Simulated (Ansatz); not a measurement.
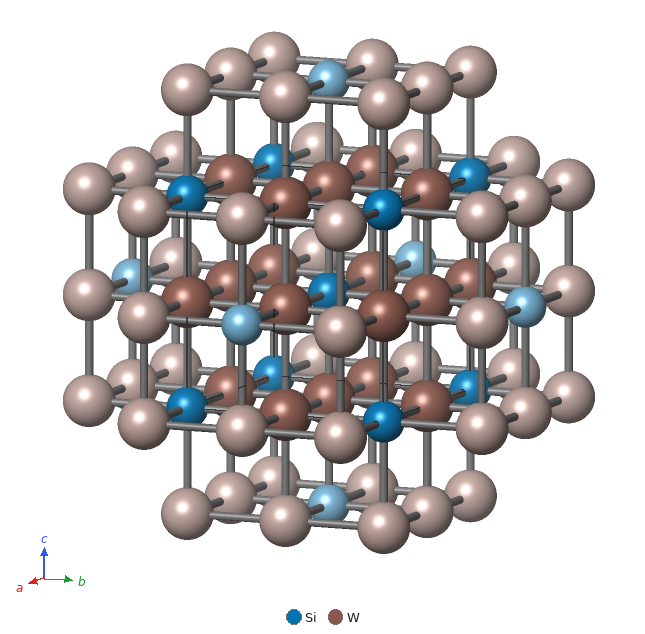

The image is a ball-and-stick drawing of a crystal, viewed slightly off an axis. Atoms at the boundary of the conventional unit cell (the box) are drawn once for each face, edge or corner they touch. Periodic images bonded to atoms of the box are shown as well, in fainter colours. Cell: a = 5.212 Å, b = 5.212 Å, c = 5.212 Å, α = 90.00°, β = 90.00°, γ = 90.00°.

Chemical formula SiW3. The atoms follow space group Im-3m (No. 229); the Bravais lattice is body-centred cubic. Atoms per cell: 8 (2 Si, 6 W). Si is coordinated by six W in an octahedral arrangement at about 2.6 Å. Each W has four W and two Si in an octahedral arrangement (about 2.6 Å to W, 2.6 Å to Si). The bonds build a three-dimensional framework.

The model was built from a structure listed in the Materials Project. Earlier steps of the study may have refined or changed the cell and positions. It went into a calculation with Ansatz.
